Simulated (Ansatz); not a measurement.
Geometry relaxation, with input and output: ZrN (part 2 of 2)

The same run, continued: ZrN (slab, 8 atoms in the cell); DFT r2SCAN, scalar-relativistic, plane waves, PAW, no spin polarisation (Ansatz 0.2.0); cutoff 500 eV, 9×9×1 k-mesh, Gaussian smearing of 0.1 eV. The structure derives from an entry of the Crystallography Open Database. The input holds or restrains some coordinates. Forces given for the steps count only the free coordinates. It belongs to a series of runs on one base structure; here: clean slab, lower half held.

Geometry of the input (Å; fractional positions):
```
3.2430  0.0000  0.0000
0.0000  3.2430  0.0000
0.0000  0.0000  23.8794
Zr 0.5000  0.5000  0.3560
N  0.0000  0.0000  0.3560
Zr 0.0000  0.0000  0.4520
N  0.5000  0.5000  0.4520
Zr 0.5000  0.5000  0.5480
N  0.0000  0.0000  0.5480
Zr 0.0000  0.0000  0.6440
N  0.5000  0.5000  0.6440
```

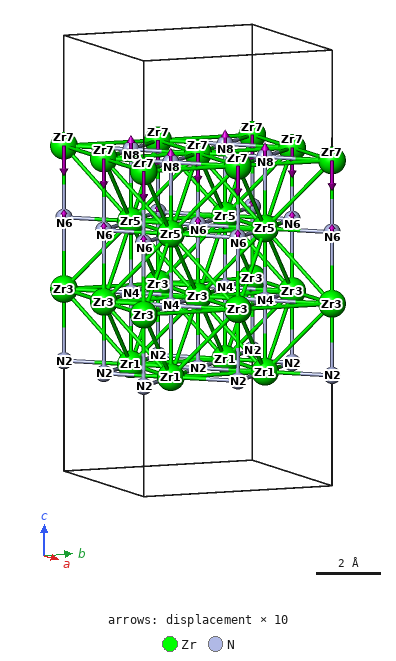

Fig. 1: The starting structure with the displacements as pink arrows, magnified 10 times (ball-and-stick view of the 2 × 2 repeat of the cell, with the vacuum cut short, seen slightly off an axis). The energy falls by 14.0 meV per atom in 4 geometry steps. The largest force component goes from 1.5 to 0.02 eV/Å. Zr7 moves most: 0.099 Å. By element the largest moves are Zr 0.099 Å, N 0.047 Å. The cell stays as it was. Distances before and after: N6–Zr7 2.293 → 2.168 Å, Zr5–Zr7 3.243 → 3.175 Å, Zr5–N8 2.293 → 2.342 Å, Zr3–N6 2.293 → 2.319 Å. Among the angles that change: Zr7–N8–Zr7 180.0° → 172.8°, Zr5–N8–Zr7 90.0° → 86.4°. (Atoms are counted from 1 in the order of the input.)

```
WARN: The output density's exchange-correlation potential varies sharply where the density is thin. Do not read a vacuum level from v_tot or v_xc, or from such a field of the output density. On a cell that repeats whose density bears no net charge and no dipole along the vacuum's axis use v_es (v_loc + v_h of the components); under efield.dipole_correction with no amplitude use v_es + v_field, which holds any external_charges[].barrier, or the levels of the report's work_function block, which leave it out; under a non-zero efield.amplitude the vacuum is tilted and has no level; on a cell that repeats and bears such a dipole with no correction it is tilted too, and efield.dipole_correction with no amplitude gives each side of its ramp a level where efield: is served; in a cell that repeats whose density bears a net charge (total_charge, or a fill off its count) it is curved and has none; of a slab under crystal.periodic whose density bears no net charge use v_es, which has a level on each side, short of where the two are joined; of another it falls or rises all the way out and has none; of a slab beside external_charges read slab_vacuum_level instead, which it has where they leave it neutral. The grid or the basis barely resolves most such structure, and the values can differ between equally converged runs; as a rule a tighter scf.convergence.dr2_threshold does not remove it. Where the density itself ripples (under the LDA too) a higher basis.ecutwfc lessens it. The files hold the spikes' plane waves up to the density's cutoff. Files: v_tot_of_output_density and the like, and their columns of v_z.tsv (output.write_potential); v_xc_of_output_density and the like, and their columns of v_comp_z.tsv (output.write_potential_components). Measured: with its Gaussian average of σ = 0.25 Å subtracted twice, the exchange-correlation potential is over 0.1 eV at 6443 of the grid points where the equally averaged density (valence and model cores) is under 1e-3 e/Å³, and 3.73 eV at the most among them, at an averaged density of 6.8e-7 e/Å³. The input density's (outcome.potential() and, of a run that writes arrays, v_tot and v_xc) is over 0.1 eV, so measured, at 7327 points of its own thin density, 4.69 eV at the most. See output.write_potential in the manual, Limitations
SCF converged after 2 iterations
Free energy (F): -18332.639013 eV
Harris-Foulkes:  -18332.639013 eV  (|F-HF|=3.84e-8)
Internal energy: -18332.618227 eV  (E = F + TS)
E sigma→0 (E₀):  -18332.628620 eV
Entropy (-TS):   -0.020786 eV (-2.598 meV/atom)
Fermi energy:    5.497884 eV
Dipole field:    D = 0.017296 V/Å  (p = 0.024004 e·Å, saw-weighted, corrected)
Work function:   Φ+ = 2.1006 eV   Φ− = 2.5136 eV
Levels:          The Fermi level and band energies are counted from a zero that moves with the ramp; work functions are not
--- Per-component energies (eV) ---
  E_band       = -989.089641
  E_kinetic    = 1859.247850
  E_local      = -64526.164658  (includes V_loc(G=0)·N_el)
  E_nonlocal   = 490.017832
  E_hartree    = 31352.422382
  E_xc         = -866.911217
  E_vxc        = -1189.765615  (∫ρ·V_xc dr)
  E_paw        = -12395.395886  (= ΣΔE_a)
  E_vpaw       = -396.558476  (= ΣTr[D̂ρ^β])
  E_aug_tail   = 0.000102  (compensation charges beyond the density's cutoff)
  E_vtau       = 69.272603  (kinetic-family band-sum trace: ∫τ·v_τ [+ j·A + Jᵃ·Aᵃ] dr)
  E_efield     = 0.000208  (sawtooth field / dipole correction)
  E_vefield    = 0.014906  (∫n·V_field dr)
  E_ewald      = 25754.942386
  E_core_change = -0.777225  (= ΣΔE_core)
  E_smearing   = -0.020786  (= −TS)
  E_closure    = 0.000000  (closes the sum)
  Σ components = -18332.639013   (vs F -18332.639013, Δ=0.00e0)
--- Forces (eV/Å), atoms counted from 1 ---
  atom   1  Zr     0.00000000     0.00000000     1.48476698
  atom   2  N      0.00000000     0.00000000    -0.69891163
  atom   3  Zr    -0.00000000     0.00000000     0.14850474
  atom   4  N     -0.00000000     0.00000000    -0.93236393
  atom   5  Zr    -0.00000000     0.00000000    -0.00451643
  atom   6  N     -0.00000000     0.00000000     0.01959604
  atom   7  Zr     0.00000000     0.00000000    -0.00848408
  atom   8  N      0.00000000     0.00000000    -0.00844538
  max |Σ_I F_I| component: 1.46e-4 eV/Å
--- Band table (eV; the first three rows and the last of 15) ---
  k-point 0: bands = ["-46.2345", "-46.0734", "-45.8952", "-45.7803", "-23.9168", "-23.8248", "-23.4348", "-23.3282", "-23.3282", "-23.2252", "-23.2252", "-23.0750", "-23.0750", "-23.0177", "-22.9189", "-22.9189", "-11.7243", "-11.3971", "-10.8095", "-10.6614", "-0.4666", "-0.1719", "1.0766", "1.4495", "1.6692", "1.6692", "1.8426", "1.8426", "2.1483", "2.5762", "2.5762", "2.7656", "2.7656", "2.8857", "3.9518", "4.8382", "5.3367", "5.6545", "5.6545", "6.2075", "7.1406", "7.1406"]
  k-point 1: bands = ["-46.2283", "-46.0661", "-45.8883", "-45.7781", "-23.9045", "-23.8306", "-23.5275", "-23.3842", "-23.3143", "-23.2466", "-23.2089", "-23.1889", "-23.0667", "-22.9854", "-22.9644", "-22.9173", "-11.5660", "-11.2607", "-10.6639", "-10.5188", "-0.5518", "-0.2753", "0.8326", "0.9478", "1.2011", "1.2814", "1.3664", "1.4389", "1.7705", "1.9209", "2.1200", "2.2849", "3.1542", "3.7217", "4.5869", "5.3218", "5.4540", "5.5794", "5.7370", "6.4136", "7.1078", "7.1242"]
  k-point 2: bands = ["-46.2124", "-46.0475", "-45.8701", "-45.7731", "-23.9132", "-23.8346", "-23.7271", "-23.5664", "-23.3504", "-23.3234", "-23.2790", "-23.1649", "-23.0715", "-23.0452", "-22.9579", "-22.9157", "-11.1570", "-10.9088", "-10.2850", "-10.1472", "-0.9141", "-0.7479", "-0.0275", "0.1196", "0.4866", "0.5686", "0.6281", "0.6347", "0.9971", "1.2306", "1.2417", "1.3929", "4.4690", "4.9946", "5.5230", "5.7458", "5.8715", "6.0454", "6.4299", "6.8469", "7.2449", "7.2984"]
  k-point 14: bands = ["-46.1382", "-45.9674", "-45.7837", "-45.7240", "-23.8379", "-23.8247", "-23.7532", "-23.7231", "-23.6993", "-23.5882", "-23.5181", "-23.4994", "-23.3077", "-23.2862", "-23.2399", "-23.1874", "-11.3061", "-11.2121", "-10.4948", "-10.3617", "-0.0069", "0.0117", "0.3115", "0.3498", "0.5143", "0.5475", "1.0744", "1.1874", "1.4912", "1.7781", "1.8609", "2.0871", "3.0012", "3.3018", "4.9529", "5.0745", "7.2380", "7.2674", "8.1349", "8.5362", "9.2614", "9.2867"]
--- Relaxed structure (5 steps of the walk, 5 accepted, 0 SCFs on fresh bases) ---
  F+E_penalty+E_count = -18332.63901279 eV   max|allowed force component| = 1.962e-2 eV/Å
  atoms:
    - { symbol: Zr, position: [0.49999999999999994, 0.49999999999999994, 0.35595594859999996] }
    - { symbol: N, position: [0.0, 0.0, 0.35595594859999996] }
    - { symbol: Zr, position: [0.0, 0.0, 0.45198531619999993] }
    - { symbol: N, position: [0.49999999999999994, 0.49999999999999994, 0.45198531619999993] }
    - { symbol: Zr, position: [0.49999999999999994, 0.49999999999999994, 0.5479419127257908] }
    - { symbol: N, position: [5.938800660562474e-35, 0.0, 0.549116244994001] }
    - { symbol: Zr, position: [-3.5632803963374842e-34, 0.0, 0.6399184145412133] }
    - { symbol: N, position: [0.49999999999999994, 0.49999999999999994, 0.6460013416752445] }
```

### Trajectory as extended XYZ (Å, eV, eV/Å), 5 frames, from step=1 to step=5
```
8
Lattice="3.2430 0.0000 0.0000 0.0000 3.2430 0.0000 0.0000 0.0000 23.8794" Properties=species:S:1:pos:R:3:forces:R:3 step=1 energy=-18332.52710
Zr    1.6215    1.6215    8.5000    0.0000   0.0000   1.4952
N     0.0000    0.0000    8.5000    0.0000   0.0000  -0.7473
Zr    0.0000    0.0000   10.7931    0.0000   0.0000  -0.0803
N     1.6215    1.6215   10.7931    0.0000   0.0000  -0.8367
Zr    1.6215    1.6215   13.0862    0.0000   0.0000   0.0803
N     0.0000    0.0000   13.0862    0.0000   0.0000   0.8367
Zr    0.0000    0.0000   15.3794    0.0000   0.0000  -1.4952
N     1.6215    1.6215   15.3794    0.0000   0.0000   0.7473
8
Lattice="3.2430 0.0000 0.0000 0.0000 3.2430 0.0000 0.0000 0.0000 23.8794" Properties=species:S:1:pos:R:3:forces:R:3 step=2 energy=-18332.59076
Zr    1.6215    1.6215    8.5000    0.0000   0.0000   1.4596
N     0.0000    0.0000    8.5000    0.0000   0.0000  -0.7072
Zr    0.0000    0.0000   10.7931    0.0000   0.0000   0.2150
N     1.6215    1.6215   10.7931    0.0000   0.0000  -0.9074
Zr    1.6215    1.6215   13.1171    0.0000   0.0000  -0.6515
N     0.0000    0.0000   13.0850    0.0000   0.0000  -0.1564
Zr    0.0000    0.0000   15.2187    0.0000   0.0000   1.1829
N     1.6215    1.6215   15.4465    0.0000   0.0000  -0.4362
8
Lattice="3.2430 0.0000 0.0000 0.0000 3.2430 0.0000 0.0000 0.0000 23.8794" Properties=species:S:1:pos:R:3:forces:R:3 step=3 energy=-18332.63719
Zr    1.6215    1.6215    8.5000    0.0000   0.0000   1.4668
N     0.0000    0.0000    8.5000    0.0000   0.0000  -0.6953
Zr    0.0000    0.0000   10.7931    0.0000   0.0000   0.1114
N     1.6215    1.6215   10.7931    0.0000   0.0000  -0.9066
Zr    1.6215    1.6215   13.0896    0.0000   0.0000  -0.0781
N     0.0000    0.0000   13.1032    0.0000   0.0000   0.1697
Zr    0.0000    0.0000   15.2852    0.0000   0.0000  -0.1616
N     1.6215    1.6215   15.4189    0.0000   0.0000   0.0944
8
Lattice="3.2430 0.0000 0.0000 0.0000 3.2430 0.0000 0.0000 0.0000 23.8794" Properties=species:S:1:pos:R:3:forces:R:3 step=4 energy=-18332.63872
Zr    1.6215    1.6215    8.5000    0.0000   0.0000   1.4842
N     0.0000    0.0000    8.5000    0.0000   0.0000  -0.7049
Zr    0.0000    0.0000   10.7931    0.0000   0.0000   0.1392
N     1.6215    1.6215   10.7931    0.0000   0.0000  -0.9440
Zr    1.6215    1.6215   13.0814    0.0000   0.0000   0.0415
N     0.0000    0.0000   13.1091    0.0000   0.0000   0.0537
Zr    0.0000    0.0000   15.2806    0.0000   0.0000  -0.0222
N     1.6215    1.6215   15.4299    0.0000   0.0000  -0.0462
8
Lattice="3.2430 0.0000 0.0000 0.0000 3.2430 0.0000 0.0000 0.0000 23.8794" Properties=species:S:1:pos:R:3:forces:R:3 step=5 energy=-18332.63901
Zr    1.6215    1.6215    8.5000    0.0000   0.0000   1.4847
N     0.0000    0.0000    8.5000    0.0000   0.0000  -0.6989
Zr    0.0000    0.0000   10.7931    0.0000   0.0000   0.1485
N     1.6215    1.6215   10.7931    0.0000   0.0000  -0.9324
Zr    1.6215    1.6215   13.0845    0.0000   0.0000  -0.0046
N     0.0000    0.0000   13.1125    0.0000   0.0000   0.0196
Zr    0.0000    0.0000   15.2808    0.0000   0.0000  -0.0084
N     1.6215    1.6215   15.4261    0.0000   0.0000  -0.0085
```

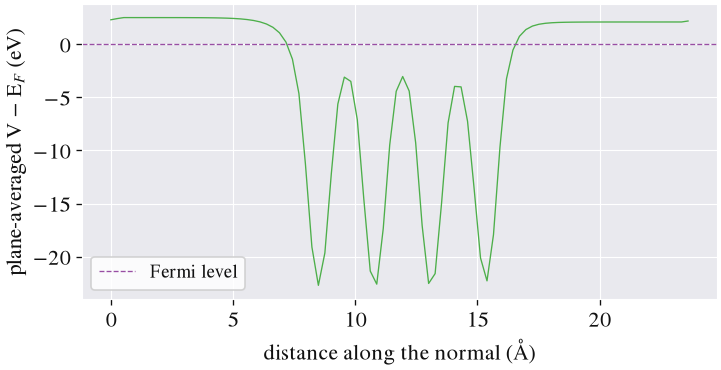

Fig. 2: Plane average of the electrostatic potential energy of an electron across the cell, from the Fermi level. The vacuum level lies 2.10 eV above the Fermi level on the upper side and 2.51 eV on the lower.

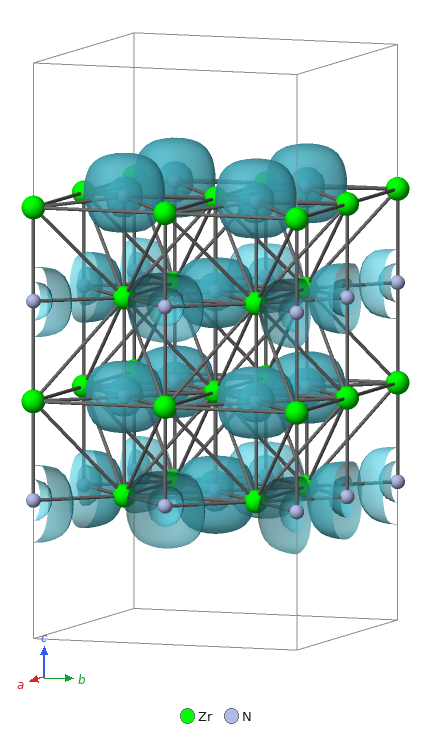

Fig. 3: Isosurface of the ELF at 0.7 (cyan), seen slightly off an axis. Core shells and regions of very low density are left out. Sticks mark near contacts. Values along the shortest contacts: Zr–N (2.17 Å): the ELF peaks at about 0.80 in the valence shell of N, 0.6 Å from its nucleus, and drops to about 0.20 between the two atoms; no shared pair; the contact is polar. Zr–Zr (3.18 Å): the ELF is about 0.15 at the midpoint (no shared electron pair). In a PAW calculation such maps are meaningful between the atoms, not at the nuclei.

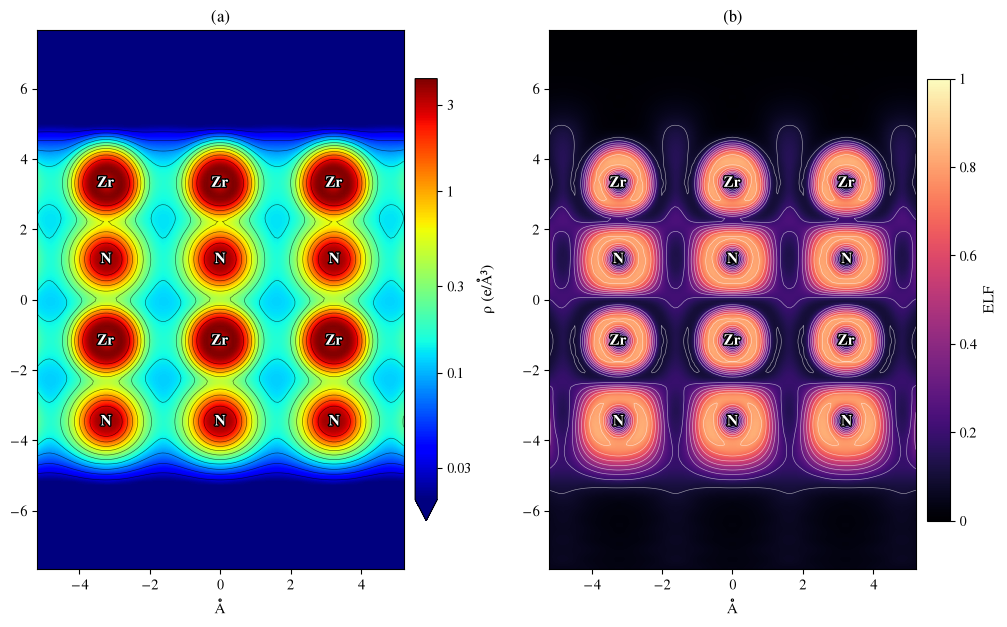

Fig. 4: (a) valence electron density; (b) electron localisation function on the (010) plane of the calculation cell, a cut from vacuum to vacuum. Atoms in the plane: N and Zr. Zr–N (2.17 Å): ρ at the midpoint is about 0.61 e/Å³; the ELF peaks at about 0.80 in the valence shell of N, 0.6 Å from its nucleus, and drops to about 0.20 between the two atoms; no shared pair; the contact is polar. Zr–N (2.29 Å): ρ at the midpoint is about 0.45 e/Å³; the ELF peaks at about 0.80 in the valence shell of N, 0.6 Å from its nucleus, and drops to about 0.15 between the two atoms; a polar contact without a shared pair, in a metal. Zr–N (2.32 Å): ρ is about 0.42 e/Å³ halfway; the ELF peaks at about 0.80 in the valence shell of N, 0.6 Å from its nucleus, and drops to about 0.10 between the two atoms; no shared pair; the contact is polar. Zr–Zr (3.24 Å): the density is about 0.16 e/Å³ at the midpoint; the ELF is about 0.15 at the midpoint; no localised pair between them. The density dies away to nearly zero in the vacuum. The strong features right at Zr lie inside the PAW spheres (semicore, d or f shells) and say nothing about bonding.

### Key numbers

```csv
quantity,value
outcome,converged under the restraints of the input
electrons treated,68
free energy,−18332.6390 eV
"work function, top face",2.10 eV
"work function, bottom face",2.51 eV
Fermi energy,5.498 eV
gap on the k-point mesh,none (metallic)
final volume,251.13 Å³
work function (upper face),2.10 eV
"largest force (length of the vector) at the end, held atoms and coordinates included",1.485 eV/Å
hardware,"2 threads of Arm Neoverse V2, 24 GiB of memory available, shared host"
wall time,1.8 min (CPU time 3.5 min)
peak memory,0.89 GiB
```

### Notes

The program warns: the exchange-correlation potential is rough where the density is thin.
